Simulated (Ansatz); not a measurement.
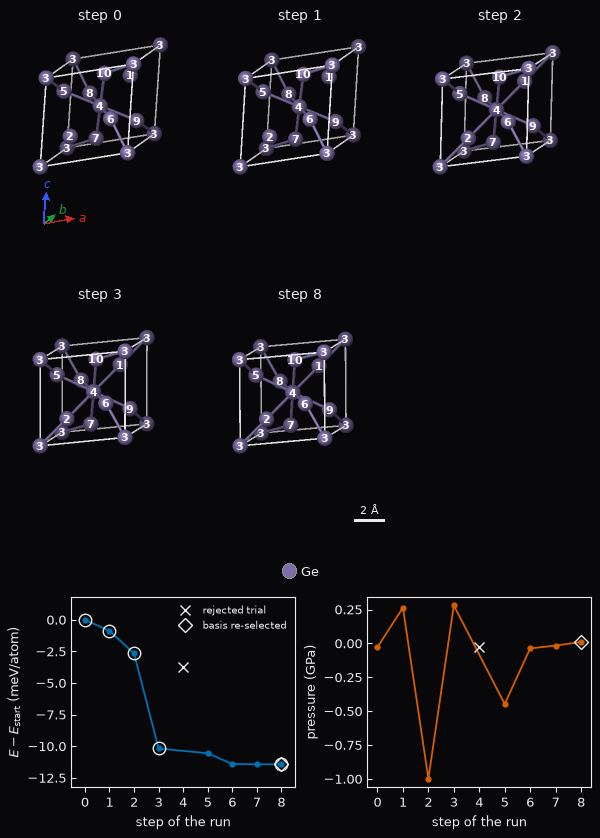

Frames of a relaxation of a crystal of Ge (a generated structure, set up in R-3c), marked on the history of the run. The picture is a ball-and-stick view of the cell of the calculation, seen slightly off an axis.

Computed with Ansatz 0.2.0, DFT PBE, scalar-relativistic, plane waves, PAW. Set-up: plane-wave cutoff 420 eV; k-point mesh 6 × 6 × 6; occupations gaussian; smearing width 0.1 eV; no spin polarisation; cell and atoms relaxed; force threshold 0.01 eV/Å; at most 80 steps.

Describe the path.

The largest moves relative to the cell, 0.043 Å, are those of Ge5, Ge6, Ge7, Ge8, Ge9 and Ge10. Ge8 goes along [0 1 −1]. The volume changes by −3.6 %, with a = b = c 6.080 → 5.892 Å (−3.1 %), α 77.0° → 84.8°, β 77.0° → 84.8°, γ 77.0° → 84.8°. Among the contacts that change: Ge1–Ge3 3.171 → 2.774 Å, Ge1–Ge5 2.621 → 2.709 Å, Ge3–Ge10 2.691 → 2.777 Å. Bond angles that change, for instance: Ge5–Ge4–Ge6 105.6° → 109.5°, Ge5–Ge4–Ge8 74.4° → 70.5°, Ge3–Ge9–Ge4 128.8° → 125.9°. The space group stays R-3c (No. 167). The energy falls by 11.4 meV per atom in 6 accepted moves (8 points after the start). Largest force component: 0.0014 eV/Å at the start, 0.0012 eV/Å at the end. The pressure goes from −0.03 to 0.01 GPa. The line search rejected the trial step at point 4 of the run. At 1 point the geometry stayed and the basis and grid were re-selected for the new cell (energy shift of less than 0.05 meV per atom at most each time). Cost: 11 min on 1 thread of Intel(R) Xeon(R) Processor @ 2.50GHz (Skylake/Cascade Lake), with other jobs on the host, peak memory 0.73 GiB. From step 0 to 1: volume −0.9 %, energy −0.9 meV per atom. From step 1 to 2: volume +0.6 %, energy −1.8 meV per atom. From step 2 to 3: volume −3.4 %, energy −7.5 meV per atom. From step 3 to 8: Ge atoms move most (0.03 Å), energy −1.3 meV per atom.

```csv
step,"E − E(0), meV/atom","largest force component, eV/Å","pressure, GPa","volume, Å³/atom",note
0,0.00,0.0014,-0.03,20.969,
1,-0.87,0.0049,0.26,20.781,
2,-2.66,0.0046,-1.00,20.912,
3,-10.17,0.0562,0.28,20.198,
4,-3.74,0.0724,-0.03,20.115,rejected
5,-10.55,0.0631,-0.45,20.398,
6,-11.40,0.0035,-0.04,20.212,
7,-11.42,0.0013,-0.02,20.216,
8,-11.43,0.0012,0.01,20.216,"same geometry, new basis"
```
